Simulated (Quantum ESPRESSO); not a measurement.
**Run report: MgSe, band-structure run**

The run: band-structure run of MgSe (Fm-3m, 2 atoms in the cell). Method and program: Kohn-Sham DFT of a periodic cell, r2SCAN, SG15 PBE 1.2, no spin polarisation (Quantum ESPRESSO 7.5).

The structure derives from an entry of the Crystallography Open Database.

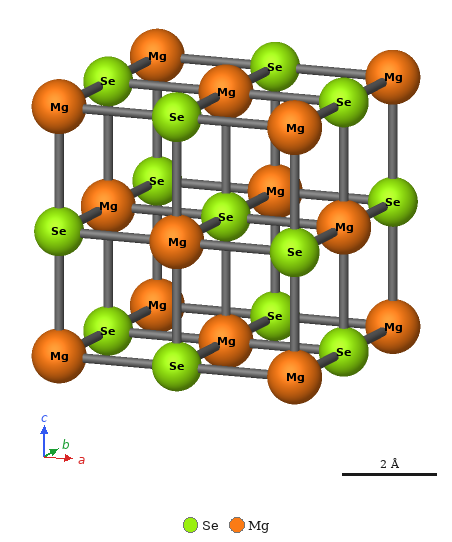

**Figure 1.** The structure as given in the input (ball-and-stick view of the cell 4 times as large as that of the calculation, set on its symmetry axes, seen slightly off an axis). An atom can appear more than once, as a periodic image.

Input
```
&CONTROL
  calculation = 'scf'
  prefix = 'pwscf'
  outdir = './tmp'
  pseudo_dir = './pseudo'
  tprnfor = .true.
  tstress = .true.
  disk_io = 'low'
/
&SYSTEM
  ibrav = 0
  nat = 2
  ntyp = 2
  ecutwfc = 70
  nbnd = 14
  input_dft = 'r2scan'
  occupations = 'smearing'
  smearing = 'fd'
  degauss = 0.00367493
  nosym = .true.
/
&ELECTRONS
  conv_thr = 1d-08
  electron_maxstep = 120
  mixing_beta = 0.5
/
ATOMIC_SPECIES
Se    78.9710 Se_ONCV_PBE-1.2.upf
Mg    24.3050 Mg_ONCV_PBE-1.2.upf
CELL_PARAMETERS angstrom
   0.0000000000    2.7255000000    2.7255000000
   2.7255000000    0.0000000000    2.7255000000
   2.7255000000    2.7255000000    0.0000000000
ATOMIC_POSITIONS crystal
Se     0.5000000000    0.5000000000    0.5000000000
Mg     0.0000000000    0.0000000000    0.0000000000
K_POINTS automatic
6 6 6 0 0 0
```

File bands.in
```
&CONTROL
  calculation = 'bands'
  prefix = 'pwscf'
  outdir = './tmp'
  pseudo_dir = './pseudo'
  disk_io = 'low'
  verbosity = 'high'
/
&SYSTEM
  ibrav = 0
  nat = 2
  ntyp = 2
  ecutwfc = 70
  nbnd = 14
  input_dft = 'r2scan'
  occupations = 'smearing'
  smearing = 'fd'
  degauss = 0.00367493
  nosym = .true.
/
&ELECTRONS
  conv_thr = 1d-08
  electron_maxstep = 120
  mixing_beta = 0.5
  diago_full_acc = .true.
  startingwfc = 'random'
/
ATOMIC_SPECIES
Se    78.9710 Se_ONCV_PBE-1.2.upf
Mg    24.3050 Mg_ONCV_PBE-1.2.upf
CELL_PARAMETERS angstrom
   0.0000000000    2.7255000000    2.7255000000
   2.7255000000    0.0000000000    2.7255000000
   2.7255000000    2.7255000000    0.0000000000
ATOMIC_POSITIONS crystal
Se     0.5000000000    0.5000000000    0.5000000000
Mg     0.0000000000    0.0000000000    0.0000000000
K_POINTS crystal
60
 0.0000000000  0.0000000000  0.0000000000 1
 0.0625000000  0.0000000000  0.0625000000 1
 0.1250000000  0.0000000000  0.1250000000 1
 0.1875000000  0.0000000000  0.1875000000 1
 0.2500000000  0.0000000000  0.2500000000 1
 0.3125000000  0.0000000000  0.3125000000 1
 0.3750000000  0.0000000000  0.3750000000 1
 0.4375000000  0.0000000000  0.4375000000 1
 0.5000000000  0.0000000000  0.5000000000 1
 0.5000000000  0.0625000000  0.5625000000 1
 0.5000000000  0.1250000000  0.6250000000 1
 0.5000000000  0.1875000000  0.6875000000 1
 0.5000000000  0.2500000000  0.7500000000 1
 0.4375000000  0.3125000000  0.7500000000 1
 0.3750000000  0.3750000000  0.7500000000 1
 0.3375000000  0.3375000000  0.6750000000 1
 0.3000000000  0.3000000000  0.6000000000 1
 0.2625000000  0.2625000000  0.5250000000 1
 0.2250000000  0.2250000000  0.4500000000 1
 0.1875000000  0.1875000000  0.3750000000 1
 0.1500000000  0.1500000000  0.3000000000 1
 0.1125000000  0.1125000000  0.2250000000 1
 0.0750000000  0.0750000000  0.1500000000 1
 0.0375000000  0.0375000000  0.0750000000 1
 0.0000000000  0.0000000000  0.0000000000 1
 0.0625000000  0.0625000000  0.0625000000 1
 0.1250000000  0.1250000000  0.1250000000 1
 0.1875000000  0.1875000000  0.1875000000 1
 0.2500000000  0.2500000000  0.2500000000 1
 0.3125000000  0.3125000000  0.3125000000 1
 0.3750000000  0.3750000000  0.3750000000 1
 0.4375000000  0.4375000000  0.4375000000 1
 0.5000000000  0.5000000000  0.5000000000 1
 0.5250000000  0.4500000000  0.5250000000 1
 0.5500000000  0.4000000000  0.5500000000 1
 0.5750000000  0.3500000000  0.5750000000 1
 0.6000000000  0.3000000000  0.6000000000 1
 0.6250000000  0.2500000000  0.6250000000 1
 0.5833333333  0.2500000000  0.6666666667 1
 0.5416666667  0.2500000000  0.7083333333 1
 0.5000000000  0.2500000000  0.7500000000 1
 0.5000000000  0.2857142857  0.7142857143 1
 0.5000000000  0.3214285714  0.6785714286 1
 0.5000000000  0.3571428571  0.6428571429 1
 0.5000000000  0.3928571429  0.6071428571 1
 0.5000000000  0.4285714286  0.5714285714 1
 0.5000000000  0.4642857143  0.5357142857 1
 0.5000000000  0.5000000000  0.5000000000 1
 0.4821428571  0.4821428571  0.5357142857 1
 0.4642857143  0.4642857143  0.5714285714 1
 0.4464285714  0.4464285714  0.6071428571 1
 0.4285714286  0.4285714286  0.6428571429 1
 0.4107142857  0.4107142857  0.6785714286 1
 0.3928571429  0.3928571429  0.7142857143 1
 0.3750000000  0.3750000000  0.7500000000 1
 0.6250000000  0.2500000000  0.6250000000 1
 0.5937500000  0.1875000000  0.5937500000 1
 0.5625000000  0.1250000000  0.5625000000 1
 0.5312500000  0.0625000000  0.5312500000 1
 0.5000000000  0.0000000000  0.5000000000 1
```

Hardware: 2 threads of AMD EPYC (Zen 3), 128 GiB of memory available, shared host.

Run as:
```bash
OMP_NUM_THREADS=1 mpirun -n 2 pw.x -nk 2 -in pw.in > pw.out
OMP_NUM_THREADS=1 mpirun -n 2 pw.x -nk 2 -in bands.in > bands.out
```

Output
```
This program is part of the open-source Quantum ESPRESSO suite
     for quantum simulation of materials; please cite
         "P. Giannozzi et al., J. Phys.:Condens. Matter 21 395502 (2009);
         "P. Giannozzi et al., J. Phys.:Condens. Matter 29 465901 (2017);
         "P. Giannozzi et al., J. Chem. Phys. 152 154105 (2020);
          URL
     in publications or presentations arising from this work. More details at

     IMPORTANT: XC functional enforced from input :
     Exchange-correlation= R2SCAN
                           (   0   0   0   0   0 497 498)
     Any further DFT definition will be discarded
     Please, verify this is what you really want

     K-points division:     npool     =       2
     Subspace diagonalization in iterative solution of the eigenvalue problem:
     a serial algorithm will be used

     G-vector sticks info
     --------------------
     sticks:   dense  smooth     PW     G-vecs:    dense   smooth      PW
     Sum        1027    1027    313                21595    21595    3695

     Using Slab Decomposition

     bravais-lattice index     =            0
     lattice parameter (alat)  =       7.2838  a.u.
     unit-cell volume          =     273.2531 (a.u.)^3
     number of atoms/cell      =            2
     number of atomic types    =            2
     number of electrons       =        16.00
     number of Kohn-Sham states=           14
     kinetic-energy cutoff     =      70.0000  Ry
     charge density cutoff     =     280.0000  Ry
     scf convergence threshold =      1.0E-08
     mixing beta               =       0.5000
     number of iterations used =            8  plain     mixing
     Exchange-correlation= R2SCAN
                           (   0   0   0   0   0 497 498)

     celldm(1)=   7.283834  celldm(2)=   0.000000  celldm(3)=   0.000000
     celldm(4)=   0.000000  celldm(5)=   0.000000  celldm(6)=   0.000000

     crystal axes: (cart. coord. in units of alat)
               a(1) = (   0.000000   0.707107   0.707107 )
               a(2) = (   0.707107   0.000000   0.707107 )
               a(3) = (   0.707107   0.707107   0.000000 )

     reciprocal axes: (cart. coord. in units 2 pi/alat)
               b(1) = ( -0.707107  0.707107  0.707107 )
               b(2) = (  0.707107 -0.707107  0.707107 )
               b(3) = (  0.707107  0.707107 -0.707107 )

     PseudoPot. # 1 for Se read from file:
     Se_ONCV_PBE-1.2.upf
     Pseudo is Norm-conserving, Zval =  6.0
     Generated using ONCVPSP code by D. R. Hamann
     Using radial grid of  602 points,  6 beta functions with:
                l(1) =   0
                l(2) =   0
                l(3) =   1
                l(4) =   1
                l(5) =   2
                l(6) =   2

     PseudoPot. # 2 for Mg read from file:
     Mg_ONCV_PBE-1.2.upf
     Pseudo is Norm-conserving, Zval = 10.0
     Generated using ONCVPSP code by D. R. Hamann
     Using radial grid of  602 points,  4 beta functions with:
                l(1) =   0
                l(2) =   0
                l(3) =   1
                l(4) =   1

     atomic species   valence    mass     pseudopotential
     Se                6.00    78.97100     Se( 1.00)
     Mg               10.00    24.30500     Mg( 1.00)

     No symmetry found

   Cartesian axes

     site n.     atom                  positions (alat units)
         1        Se     tau(   1) = (   0.7071068   0.7071068   0.7071068  )
         2        Mg     tau(   2) = (   0.0000000   0.0000000   0.0000000  )

     number of k points=   112  Fermi-Dirac smearing, width (Ry)=  0.0037

     Number of k-points >= 100: set verbosity='high' to print them.

     Dense  grid:    21595 G-vectors     FFT dimensions: (  40,  40,  40)

     WARNING: libxc functional with ID  497 depends
      on external parameters: check the user_guide of
      QE if you need to modify them or to check their
      default values.

     WARNING: libxc functional with ID  498 depends
      on external parameters: check the user_guide of
      QE if you need to modify them or to check their
      default values.

     Initial potential from superposition of free atoms

     starting charge      15.9167, renormalised to      16.0000
     Starting wfcs are random

     Self-consistent Calculation

     iteration #  1     ecut=    70.00 Ry     beta= 0.50
     Davidson diagonalization with overlap
     ethr =  1.00E-02,  avg # of iterations =  8.2

     total energy              =    -127.80139462 Ry
     estimated scf accuracy    <      23.94369408 Ry

     iteration #  2     ecut=    70.00 Ry     beta= 0.50
     Davidson diagonalization with overlap
     ethr =  1.00E-02,  avg # of iterations =  1.0

     total energy              =    -127.87332101 Ry
     estimated scf accuracy    <       5.37305991 Ry

     iteration #  3     ecut=    70.00 Ry     beta= 0.50
     Davidson diagonalization with overlap
     ethr =  1.00E-02,  avg # of iterations =  1.0

     total energy              =    -127.87752416 Ry
     estimated scf accuracy    <       0.01870815 Ry

     iteration #  4     ecut=    70.00 Ry     beta= 0.50
     Davidson diagonalization with overlap
     ethr =  1.17E-04,  avg # of iterations =  2.2

     total energy              =    -127.87764638 Ry
     estimated scf accuracy    <       0.00116515 Ry

     iteration #  5     ecut=    70.00 Ry     beta= 0.50
     Davidson diagonalization with overlap
     ethr =  7.28E-06,  avg # of iterations =  4.1

     total energy              =    -127.87765866 Ry
     estimated scf accuracy    <       0.00003816 Ry

     iteration #  6     ecut=    70.00 Ry     beta= 0.50
     Davidson diagonalization with overlap
     ethr =  2.39E-07,  avg # of iterations =  2.0

     total energy              =    -127.87766158 Ry
     estimated scf accuracy    <       0.00000057 Ry

     iteration #  7     ecut=    70.00 Ry     beta= 0.50
     Davidson diagonalization with overlap
     ethr =  3.55E-09,  avg # of iterations =  2.0

     total energy              =    -127.87766167 Ry
     estimated scf accuracy    <       0.00000007 Ry

     iteration #  8     ecut=    70.00 Ry     beta= 0.50
     Davidson diagonalization with overlap
     ethr =  4.57E-10,  avg # of iterations =  1.1

     End of self-consistent calculation

     Number of k-points >= 100: set verbosity='high' to print the bands.

     the Fermi energy is     7.5330 ev

!    total energy              =    -127.87766167 Ry
     estimated scf accuracy    <          8.0E-09 Ry
     smearing contrib. (-TS)   =      -0.00000000 Ry
     internal energy E=F+TS    =    -127.87766167 Ry

     The total energy is F=E-TS. E is the sum of the following terms:
     one-electron contribution =     -71.69546991 Ry
     hartree contribution      =      35.37315685 Ry
     xc contribution           =     -18.32782478 Ry
     ewald contribution        =     -73.22752383 Ry

     convergence has been achieved in   8 iterations

     Forces acting on atoms (cartesian axes, Ry/au):

     atom    1 type  1   force =     0.00000008    0.00000007   -0.00000042
     atom    2 type  2   force =    -0.00000008   -0.00000007    0.00000042

     Total force =     0.000001     Total SCF correction =     0.000002
     SCF correction compared to forces is large: reduce conv_thr to get better values

     Computing stress (Cartesian axis) and pressure

          total   stress  (Ry/bohr**3)                   (kbar)     P=       15.21
   0.00010338   0.00000000  -0.00000000           15.21        0.00       -0.00
   0.00000000   0.00010338  -0.00000000            0.00       15.21       -0.00
  -0.00000000  -0.00000000   0.00010338           -0.00       -0.00       15.21

=------------------------------------------------------------------------------=
   JOB DONE.
=------------------------------------------------------------------------------=
```

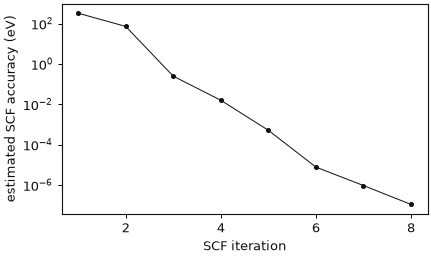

**Figure 2.** Convergence of the self-consistent field: estimated SCF accuracy against the iteration. The field takes 8 iterations in all.

Summary

```tsv
quantity	value
outcome	converged
space group (tolerance 0.01 Å)	Fm-3m (225)
electrons treated	16
free energy	−1739.8642 eV
Fermi energy	7.533 eV
gap on the k-point mesh	2.45 eV
gap on the band path	2.45 eV
pressure	1.52 GPa
largest force (length of the vector)	under 0.001 eV/Å
wall time	1.8 min (CPU time 3.6 min)
peak memory	0.2 GiB
```

Remarks

Further notes kept with the run: potentials made for another functional. Notes on the run: SCF correction compared to forces is large. Points of doubt noted for this run: potentials made for another functional.
